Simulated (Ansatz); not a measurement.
Read the following structure.

```
Zn O
1.0
     4.26751    0.00000    0.00000
     0.00000    4.26751    0.00000
     0.00000    0.00000    4.26751
Zn O
4 4
Direct
  0.00000 0.00000 0.00000
  0.00000 0.50000 0.50000
  0.50000 0.00000 0.50000
  0.50000 0.50000 0.00000
  0.00000 0.50000 0.00000
  0.00000 0.00000 0.50000
  0.50000 0.50000 0.50000
  0.50000 0.00000 0.00000
```

Summarise the structure in words.

Its composition is ZnO. It is face-centred cubic, space group Fm-3m (No. 225). It belongs to the family called rock salt (NaCl type). The cell comprises 4 formula units: 4 Zn, 4 O. Each Zn has six O in an octahedral arrangement at 2.13 Å. Around each O lie six Zn in an octahedral arrangement at 2.13 Å. The bonds build a three-dimensional framework.

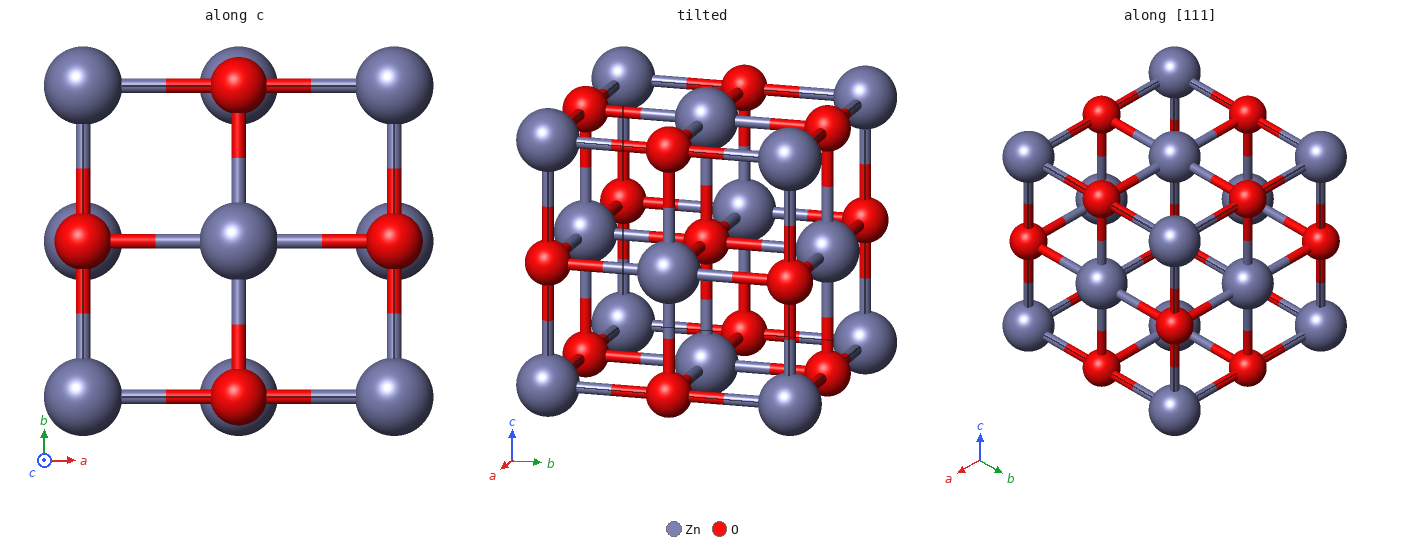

An orthographic ball-and-stick view of the structure, along the c axis, slightly off an axis and along [111]. The conventional unit cell is drawn as a box.

Provenance: a structure listed in the Materials Project, with elements exchanged, so it need not be a known form of the compound. Relaxation method: DFT r2SCAN, scalar-relativistic, plane waves, PAW (Ansatz).
